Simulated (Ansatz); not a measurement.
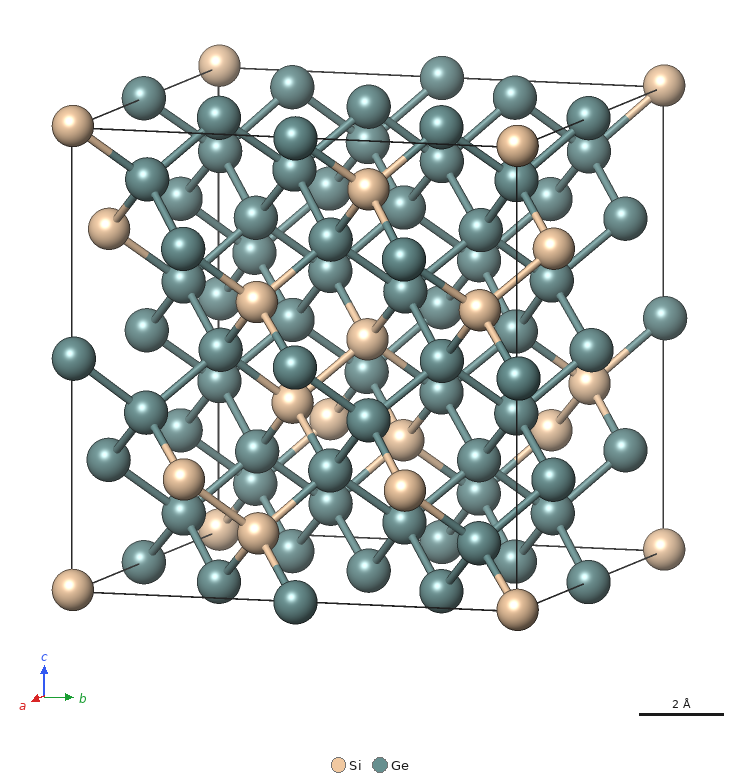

**Figure 1.** The structure as given in the input (ball-and-stick view of the cell of the calculation, seen slightly off an axis). Near neighbours in the crystal (not all of them lie inside the picture): Si has 4 Ge at 2.39 to 2.50 Å; Si has 3 Ge at 2.39 to 2.53 Å and 1 Si at 2.41 to 2.47 Å; Ge has 2 Ge at 2.34 to 2.48 Å and 2 Si at 2.39 to 2.53 Å; Ge has 3 Ge at 2.38 to 2.51 Å and 1 Si at 2.39 to 2.50 Å; Ge has 4 Ge at 2.34 to 2.51 Å.

Run report: Ge₅₂Si₁₂, geometry relaxation (part 1 of 2)

The run: geometry relaxation of Ge₅₂Si₁₂ (P1, 64 atoms in the cell). Method and program: DFT, PBEsol, PAW, plane waves (Ansatz 0.2.0).

The structure was built on a prototype by a generator.

## The input
```yaml
crystal:
  lattice:
    - [11.258919, 0.000000, 0.000000]
    - [0.000000, 11.258919, 0.000000]
    - [0.000000, 0.000000, 11.258919]
  atoms:
    - { symbol: Si, position: [0.001337, 0.002592, 0.003874] }
    - { symbol: Si, position: [0.499684, 0.499719, 0.500175] }
    - { symbol: Si, position: [0.873755, 0.377153, 0.125364] }
    - { symbol: Si, position: [0.875919, 0.374772, 0.624049] }
    - { symbol: Si, position: [0.875717, 0.876298, 0.627925] }
    - { symbol: Si, position: [0.251897, 0.498647, 0.250322] }
    - { symbol: Si, position: [0.748797, 0.000814, 0.749351] }
    - { symbol: Si, position: [0.872555, 0.624828, 0.877393] }
    - { symbol: Si, position: [0.001897, 0.252388, 0.252797] }
    - { symbol: Si, position: [0.004528, 0.750177, 0.250470] }
    - { symbol: Si, position: [0.127206, 0.876354, 0.372255] }
    - { symbol: Si, position: [0.626014, 0.372970, 0.374650] }
    - { symbol: Ge, position: [0.993991, 0.002348, 0.501461] }
    - { symbol: Ge, position: [0.000114, 0.502630, 0.998536] }
    - { symbol: Ge, position: [0.998998, 0.501021, 0.504306] }
    - { symbol: Ge, position: [0.497870, 0.996258, 0.997941] }
    - { symbol: Ge, position: [0.499254, 0.003367, 0.498309] }
    - { symbol: Ge, position: [0.498806, 0.502159, 0.001546] }
    - { symbol: Ge, position: [0.126774, 0.124552, 0.124297] }
    - { symbol: Ge, position: [0.125677, 0.122216, 0.621918] }
    - { symbol: Ge, position: [0.123089, 0.625866, 0.124039] }
    - { symbol: Ge, position: [0.121002, 0.625805, 0.626828] }
    - { symbol: Ge, position: [0.623255, 0.127404, 0.124726] }
    - { symbol: Ge, position: [0.622982, 0.126956, 0.624907] }
    - { symbol: Ge, position: [0.626377, 0.624648, 0.127369] }
    - { symbol: Ge, position: [0.626536, 0.626674, 0.625348] }
    - { symbol: Ge, position: [0.247738, 0.247684, 0.000022] }
    - { symbol: Ge, position: [0.248142, 0.248481, 0.498395] }
    - { symbol: Ge, position: [0.250782, 0.749102, 0.999329] }
    - { symbol: Ge, position: [0.250560, 0.751177, 0.495418] }
    - { symbol: Ge, position: [0.750677, 0.248367, 0.999494] }
    - { symbol: Ge, position: [0.749735, 0.251950, 0.499479] }
    - { symbol: Ge, position: [0.751146, 0.748723, 0.000607] }
    - { symbol: Ge, position: [0.751775, 0.750087, 0.497184] }
    - { symbol: Ge, position: [0.374125, 0.375463, 0.124101] }
    - { symbol: Ge, position: [0.376566, 0.375573, 0.626421] }
    - { symbol: Ge, position: [0.374378, 0.875047, 0.125081] }
    - { symbol: Ge, position: [0.377883, 0.873986, 0.627088] }
    - { symbol: Ge, position: [0.875876, 0.874082, 0.125559] }
    - { symbol: Ge, position: [0.250924, 0.997675, 0.250031] }
    - { symbol: Ge, position: [0.251741, 0.997857, 0.749267] }
    - { symbol: Ge, position: [0.251485, 0.499624, 0.752006] }
    - { symbol: Ge, position: [0.748033, 0.999501, 0.251232] }
    - { symbol: Ge, position: [0.752310, 0.499199, 0.250391] }
    - { symbol: Ge, position: [0.750770, 0.499642, 0.747697] }
    - { symbol: Ge, position: [0.373955, 0.125334, 0.377735] }
    - { symbol: Ge, position: [0.377833, 0.128289, 0.874277] }
    - { symbol: Ge, position: [0.373406, 0.624603, 0.374703] }
    - { symbol: Ge, position: [0.374913, 0.625802, 0.873510] }
    - { symbol: Ge, position: [0.875432, 0.125735, 0.374987] }
    - { symbol: Ge, position: [0.878616, 0.129219, 0.878366] }
    - { symbol: Ge, position: [0.876576, 0.626241, 0.379978] }
    - { symbol: Ge, position: [0.001032, 0.250482, 0.749520] }
    - { symbol: Ge, position: [0.004226, 0.747932, 0.748530] }
    - { symbol: Ge, position: [0.502743, 0.252632, 0.248421] }
    - { symbol: Ge, position: [0.499498, 0.248656, 0.751360] }
    - { symbol: Ge, position: [0.498230, 0.750185, 0.250118] }
    - { symbol: Ge, position: [0.498220, 0.754009, 0.746285] }
    - { symbol: Ge, position: [0.125087, 0.374440, 0.375879] }
    - { symbol: Ge, position: [0.121218, 0.375822, 0.870964] }
    - { symbol: Ge, position: [0.126204, 0.874509, 0.872783] }
    - { symbol: Ge, position: [0.622384, 0.375775, 0.876640] }
    - { symbol: Ge, position: [0.624389, 0.875359, 0.372821] }
    - { symbol: Ge, position: [0.624025, 0.875859, 0.875723] }
kpoints:
  mp_grid: { grid: [1, 1, 1], shift: [0.5, 0.5, 0.5] }
hamiltonian:
  xc: pbesol
scf:
  occupations: { method: fermi_dirac, width: 0.01 }
relax:
  f_tol: 0.03
  max_steps: 80
  escape_saddle: false
  adjacent_minimum: "off"
  cell: { fix: [shape] }
output:
  forces: true
  eigenvalues: true
  populations: true
```

Run on 1 × NVIDIA GB300, 8 threads of Arm Neoverse-V2, shared host.

## Output
```
Pseudopotentials: kind: paw
Functional definition: PBEsol
  exchange = pbesol_x
  correlation = pbesol_c
Crystal: 64 atoms, lattice volume = 1427.217 Å³
Basis set: ecut = 420 eV, 27825 PW (Γ), exchange–correlation on 160×160×160 points (8 copies of the dense FFT grid, shifted against one another)
Bands: 466, of which v1, the nominal top of the filled ones, is band 388 counted from 1 (387 counted from 0)
Symmetry: 1 space group operations
Space group: P1 (ITA 1), of the structure as read, at distance tolerance 1.1e-4 Å
k-points: 1
Non-local potential: Si, projectors of the file, l = 0: 2, l = 1: 2, l = 2: 2
Non-local potential: Ge, projectors of the file, l = 0: 2, l = 1: 2, l = 2: 3, l = 3: 1
PAW form: soft (Blöchl's): semilocal exchange-correlation on the pseudo side does not see the compensation charge
PAW frozen core: Si, regenerated for the run's functional, and the local potential with it (the file was generated under x = pbe(κ = 0.804, μ = 0.2195149727645171), c = pbe(β = 0.06672455060314922))
PAW frozen core: Ge, regenerated for the run's functional, and the local potential with it (the file was generated under x = pbe(κ = 0.804, μ = 0.2195149727645171), c = pbe(β = 0.06672455060314922))
PAW one-centre angular grid: Si, 110 points (default); XC on 64 Gauss nodes
PAW one-centre angular grid: Ge, 590 points (default); XC on 64 Gauss nodes
Initial density: superposition of atomic densities (neutral atoms: chi_scale 0, normalization atom), corrected by the library's trained network
Initial wavefunctions: pseudopotential atomic-orbital guess
Functional: x = pbesol(κ = 0.804, μ = 0.12345679012345678), c = pbesol(β = 0.046)
SCF iter   1: F=—  HF=-228631.247569 eV  |F-HF|=—  |Δ(HF+E_count)|=         —  Δρ=1.13e-3  dr2=6.31e-2  ethr=1.77e-3  ⟨swp⟩=6.0  Hψ=1565  notcnv=0  defer=43
preconditioner: auto → Resta (q_TF=auto, 2.465 Å⁻¹)  ε∞=2.7  [insulator: Δε(μ)=1.428 eV  Ē_g=21.188 eV  σ=0.010 eV  W_gap=1.00  n_scr=364 (ndim 8)  ℏωp=27.4 eV  f_vac=0.040  D(μ)=0.00/eV (n_scr^D=0)  ε∞_Penn≈2.7]
SCF iter   2: F=—  HF=-228631.200427 eV  |F-HF|=—  |Δ(HF+E_count)|=   4.71e-2  Δρ=5.66e-4  dr2=8.85e-3  ethr=8.13e-6  ⟨swp⟩=3.0  Hψ=932  notcnv=0  defer=70
SCF iter   3: F=—  HF=-228631.198348 eV  |F-HF|=—  |Δ(HF+E_count)|=   2.08e-3  Δρ=2.80e-4  dr2=2.02e-3  ethr=1.14e-6  ⟨swp⟩=2.0  Hψ=792  notcnv=0  defer=70
SCF iter   4: F=—  HF=-228631.198186 eV  |F-HF|=—  |Δ(HF+E_count)|=   1.62e-4  Δρ=1.27e-4  dr2=1.29e-4  ethr=2.61e-7  ⟨swp⟩=2.0  Hψ=472  notcnv=0  defer=70
SCF iter   5: F=—  HF=-228631.198266 eV  |F-HF|=—  |Δ(HF+E_count)|=   8.04e-5  Δρ=4.42e-5  dr2=4.91e-5  ethr=1.66e-8  ⟨swp⟩=2.0  Hψ=784  notcnv=0  defer=70
SCF iter   6: F=—  HF=-228631.199423 eV  |F-HF|=—  |Δ(HF+E_count)|=   1.16e-3  Δρ=1.37e-5  dr2=2.97e-6  ethr=6.33e-9  ⟨swp⟩=2.0  Hψ=782  notcnv=0  defer=70
SCF iter   7: F=—  HF=-228631.199426 eV  |F-HF|=—  |Δ(HF+E_count)|=   2.63e-6  Δρ=5.55e-6  dr2=4.76e-7  ethr=3.83e-10  ⟨swp⟩=2.0  Hψ=784  notcnv=0  defer=70
SCF iter   8: F=—  HF=-228631.199425 eV  |F-HF|=—  |Δ(HF+E_count)|=   1.97e-7  Δρ=1.73e-6  dr2=2.30e-7  ethr=1.29e-11  ⟨swp⟩=12.0  Hψ=2422  notcnv=0
SCF iter   9: F=-228631.199425 eV  HF=-228631.199425 eV  |F-HF|=1.37e-8  |Δ(HF+E_count)|=   7.85e-8  Δρ=9.11e-7  dr2=1.63e-8  ethr=1.29e-11  ⟨swp⟩=2.0  Hψ=1563  notcnv=0
SCF 1 converged in 9 iterations: F = -228631.199425 eV  dr2 = 1.63e-8
  greatest PAW one-centre occupation: 0.998 electrons in one spin orbital (limit 2), on the Ge atom at site 21 (counted from 0), in its partial waves of l = 2
relax step   1: F+E_penalty+E_count = -228631.19942541 eV  Δ(F+E_penalty+E_count) = +0.000e0 eV  max|allowed force component| = 1.340e0 eV/Å  Δτ_max = 0.0000 Å  P = -0.019 GPa  Ω = 1427.217 Å³  fix = [alpha, beta, gamma, b/a, c/a]  reactions: b/a +0.010, c/a -0.009 GPa; alpha -0.076, beta +0.151, gamma +0.177 GPa/rad  (9 SCF iters, dr2 threshold 1.00e-7 eV, accepted)
Crystal: 64 atoms, lattice volume = 1421.621 Å³
Initial density: handed on by an earlier stage of this run
Initial wavefunctions: those handed on with the density
iter 1 solved again at ethr=2.78e-5 eV; its pass at ethr=3.10e-3 eV (dr2=2.16e-1 eV) is discarded
SCF iter   1: F=—  HF=-228632.148126 eV  |F-HF|=—  |Δ(HF+E_count)|=         —  Δρ=5.02e-3  dr2=2.24e-1  ethr=2.78e-5  ⟨swp⟩=4.0  Hψ=1942  notcnv=0
preconditioner: auto → Resta (q_TF=auto, 2.466 Å⁻¹)  ε∞=2.7  [insulator: Δε(μ)=1.405 eV  Ē_g=21.201 eV  σ=0.010 eV  W_gap=1.00  n_scr=364 (ndim 8)  ℏωp=27.4 eV  f_vac=0.039  D(μ)=0.00/eV (n_scr^D=0)  ε∞_Penn≈2.7]
SCF iter   2: F=—  HF=-228632.115062 eV  |F-HF|=—  |Δ(HF+E_count)|=   3.31e-2  Δρ=2.48e-3  dr2=4.28e-2  ethr=2.78e-5  ⟨swp⟩=6.0  Hψ=694  notcnv=0  defer=1
SCF iter   3: F=—  HF=-228632.113096 eV  |F-HF|=—  |Δ(HF+E_count)|=   1.97e-3  Δρ=7.54e-4  dr2=1.25e-2  ethr=5.52e-6  ⟨swp⟩=8.0  Hψ=638  notcnv=0  defer=1
SCF iter   4: F=—  HF=-228632.112056 eV  |F-HF|=—  |Δ(HF+E_count)|=   1.04e-3  Δρ=1.65e-4  dr2=1.50e-3  ethr=1.61e-6  ⟨swp⟩=2.0  Hψ=551  notcnv=0  defer=44
SCF iter   5: F=—  HF=-228632.113030 eV  |F-HF|=—  |Δ(HF+E_count)|=   9.74e-4  Δρ=6.44e-5  dr2=1.15e-4  ethr=1.93e-7  ⟨swp⟩=2.0  Hψ=481  notcnv=0  defer=44
SCF iter   6: F=—  HF=-228632.113035 eV  |F-HF|=—  |Δ(HF+E_count)|=   4.46e-6  Δρ=2.55e-5  dr2=8.42e-6  ethr=1.49e-8  ⟨swp⟩=2.0  Hψ=784  notcnv=0  defer=44
SCF iter   7: F=-228632.113041 eV  HF=-228632.113042 eV  |F-HF|=4.16e-7  |Δ(HF+E_count)|=   6.93e-6  Δρ=8.41e-6  dr2=1.67e-6  ethr=8.25e-10  ⟨swp⟩=10.0  Hψ=2161  notcnv=0
SCF 2 converged in 7 iterations: F = -228632.113041 eV  dr2 = 1.67e-6
  greatest PAW one-centre occupation: 0.998 electrons in one spin orbital (limit 2), on the Ge atom at site 57 (counted from 0), in its partial waves of l = 2
relax step   2: F+E_penalty+E_count = -228632.11304140 eV  Δ(F+E_penalty+E_count) = -9.136e-1 eV  max|allowed force component| = 2.166e-1 eV/Å  Δτ_max = 0.1079 Å  P = +0.107 GPa  Ω = 1421.621 Å³  energy of the carried Pulay correction = +8.202e-4 eV  fix = [alpha, beta, gamma, b/a, c/a]  reactions: b/a -0.001, c/a +0.004 GPa; alpha +0.004, beta +0.015, gamma +0.005 GPa/rad  (7 SCF iters, dr2 thres
Crystal: 64 atoms, lattice volume = 1423.474 Å³
iter 1 solved again at ethr=1.43e-6 eV; its pass at ethr=3.10e-3 eV (dr2=1.11e-2 eV) is discarded
SCF iter   1: F=—  HF=-228632.146166 eV  |F-HF|=—  |Δ(HF+E_count)|=         —  Δρ=1.20e-3  dr2=1.17e-2  ethr=1.43e-6  ⟨swp⟩=7.0  Hψ=1694  notcnv=0  defer=1
preconditioner: auto → Resta (q_TF=auto, 2.466 Å⁻¹)  ε∞=2.7  [insulator: Δε(μ)=1.417 eV  Ē_g=21.200 eV  σ=0.010 eV  W_gap=1.00  n_scr=364 (ndim 8)  ℏωp=27.4 eV  f_vac=0.038  D(μ)=0.00/eV (n_scr^D=0)  ε∞_Penn≈2.7]
SCF iter   2: F=—  HF=-228632.144460 eV  |F-HF|=—  |Δ(HF+E_count)|=   1.71e-3  Δρ=6.14e-4  dr2=2.65e-3  ethr=1.43e-6  ⟨swp⟩=4.0  Hψ=586  notcnv=0
SCF iter   3: F=—  HF=-228632.145403 eV  |F-HF|=—  |Δ(HF+E_count)|=   9.44e-4  Δρ=1.33e-4  dr2=6.33e-4  ethr=3.41e-7  ⟨swp⟩=2.0  Hψ=535  notcnv=0
SCF iter   4: F=—  HF=-228632.145327 eV  |F-HF|=—  |Δ(HF+E_count)|=   7.65e-5  Δρ=3.22e-5  dr2=6.10e-5  ethr=8.16e-8  ⟨swp⟩=2.0  Hψ=538  notcnv=0
SCF iter   5: F=—  HF=-228632.145322 eV  |F-HF|=—  |Δ(HF+E_count)|=   4.95e-6  Δρ=1.35e-5  dr2=6.00e-6  ethr=7.86e-9  ⟨swp⟩=2.0  Hψ=506  notcnv=0
SCF iter   6: F=-228632.145322 eV  HF=-228632.145322 eV  |F-HF|=2.77e-7  |Δ(HF+E_count)|=   2.95e-8  Δρ=5.27e-6  dr2=4.05e-7  ethr=3.78e-10  ⟨swp⟩=9.0  Hψ=1856  notcnv=0
SCF 3 converged in 6 iterations: F = -228632.145322 eV  dr2 = 4.05e-7
  greatest PAW one-centre occupation: 0.998 electrons in one spin orbital (limit 2), on the Ge atom at site 24 (counted from 0), in its partial waves of l = 2
relax step   3: F+E_penalty+E_count = -228632.14532238 eV  Δ(F+E_penalty+E_count) = -3.228e-2 eV  max|allowed force component| = 1.339e-2 eV/Å  Δτ_max = 0.0237 Å  P = +0.011 GPa  Ω = 1423.474 Å³  energy of the carried Pulay correction = +5.483e-4 eV  fix = [alpha, beta, gamma, b/a, c/a]  reactions: b/a -0.003, c/a +0.002 GPa; alpha +0.013, beta +0.003, gamma -0.010 GPa/rad  (6 SCF iters, dr2 thres
Initial wavefunctions: pseudopotential atomic-orbital guess (no wavefunctions were taken with the density)
iter 1 solved again at ethr=1.97e-7 eV; its pass at ethr=3.10e-3 eV (dr2=1.53e-3 eV) is discarded
SCF iter   1: F=—  HF=-228632.144211 eV  |F-HF|=—  |Δ(HF+E_count)|=         —  Δρ=5.55e-6  dr2=4.40e-7  ethr=1.97e-7  ⟨swp⟩=5.0  Hψ=2664  notcnv=0
eigensolver tolerance schedule: the retry pair's looser diagonalisation over-reported the residual by 3468.56 of it (diagonalisation noise at 0.28 of the residual, at the tolerance the schedule requests for it); recorded, not acted on — ethr = c·dr2/N_el stays at c = 1.0e-1
preconditioner: auto → Resta (q_TF=auto, 2.466 Å⁻¹)  ε∞=2.7  [insulator: Δε(μ)=1.421 eV  Ē_g=21.201 eV  σ=0.010 eV  W_gap=1.00  n_scr=364 (ndim 8)  ℏωp=27.4 eV  f_vac=0.038  D(μ)=0.00/eV (n_scr^D=0)  ε∞_Penn≈2.7]
SCF iter   2: F=—  HF=-228632.145327 eV  |F-HF|=—  |Δ(HF+E_count)|=   1.12e-3  Δρ=3.36e-6  dr2=1.69e-7  ethr=5.67e-11  ⟨swp⟩=3.0  Hψ=934  notcnv=0
SCF iter   3: F=—  HF=-228632.145327 eV  |F-HF|=—  |Δ(HF+E_count)|=   1.11e-7  Δρ=1.57e-6  dr2=4.53e-8  ethr=2.18e-11  ⟨swp⟩=2.0  Hψ=852  notcnv=0
SCF iter   4: F=—  HF=-228632.145327 eV  |F-HF|=—  |Δ(HF+E_count)|=   4.92e-8  Δρ=4.76e-7  dr2=7.36e-9  ethr=5.83e-12  ⟨swp⟩=2.0  Hψ=594  notcnv=0
SCF iter   5: F=—  HF=-228632.145327 eV  |F-HF|=—  |Δ(HF+E_count)|=   3.09e-9  Δρ=2.58e-7  dr2=1.86e-9  ethr=1.00e-12  ⟨swp⟩=2.0  Hψ=540  notcnv=0
SCF iter   6: F=-228632.145327 eV  HF=-228632.145327 eV  |F-HF|=2.62e-10  |Δ(HF+E_count)|=  5.82e-11  Δρ=1.26e-7  dr2=1.90e-10  ethr=1.00e-12  ⟨swp⟩=4.0  Hψ=987  notcnv=0
SCF 4 converged in 6 iterations: F = -228632.145327 eV  dr2 = 1.90e-10
relax step   4: F+E_penalty+E_count = -228632.14532740 eV  Δ(F+E_penalty+E_count) = -5.021e-6 eV  max|allowed force component| = 1.338e-2 eV/Å  Δτ_max = 0.0000 Å  P = +0.010 GPa  Ω = 1423.474 Å³  fix = [alpha, beta, gamma, b/a, c/a]  reactions: b/a -0.003, c/a +0.002 GPa; alpha +0.013, beta +0.003, gamma -0.010 GPa/rad  stress off target by 1.01e-2 GPa on what of the cell is left free  SCF on the
```

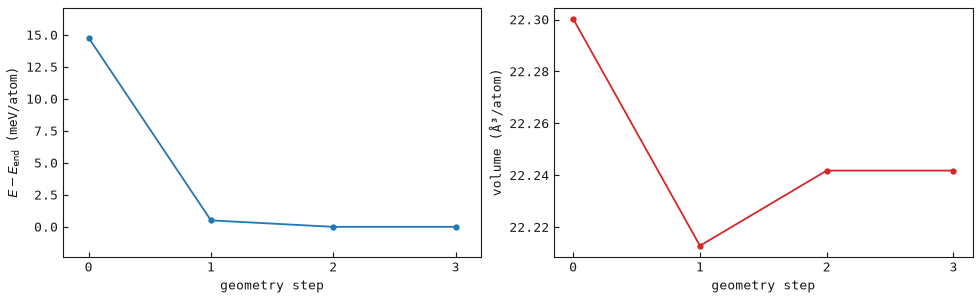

**Figure 2.** Progress of the relaxation, step by step (the first geometry is step 0 here and step 1 in the log).

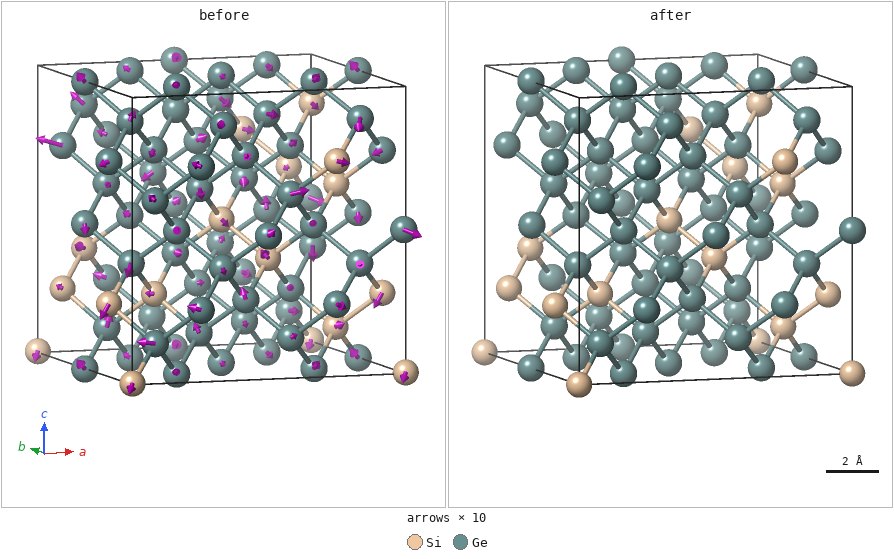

**Figure 3.** Before (left) and after (right) the relaxation, at one scale (ball-and-stick view of the cell of the calculation, seen slightly off an axis). The pink arrows give the displacements, magnified 10 times. The atom that moves furthest relative to the cell is Ge54 (0.11 Å). Largest moves by element: Ge 0.11 Å, Si 0.07 Å. The drawn cell changes as follows: a = b = c 11.259 → 11.249 Å (−0.1 %); the volume changes by −0.3 %. Distances before and after: Ge22–Ge54 2.345 → 2.458 Å, Ge38–Ge58 2.337 → 2.446 Å, Si7–Ge51 2.517 → 2.411 Å, Si11–Ge13 2.525 → 2.420 Å. Among the angles that change: Ge14–Si8–Ge54 107.0° → 111.4°, Ge31–Ge51–Ge53 111.6° → 107.4°, Si11–Ge13–Ge20 105.8° → 109.9°. The space group stays P1 (No. 1). After 3 geometry steps the energy has fallen by 14.8 meV per atom. The largest force component goes from 1.3 to 0.013 eV/Å. The pressure goes from −0.02 to 0.01 GPa. (Atoms are counted from 1 in the order of the input.)
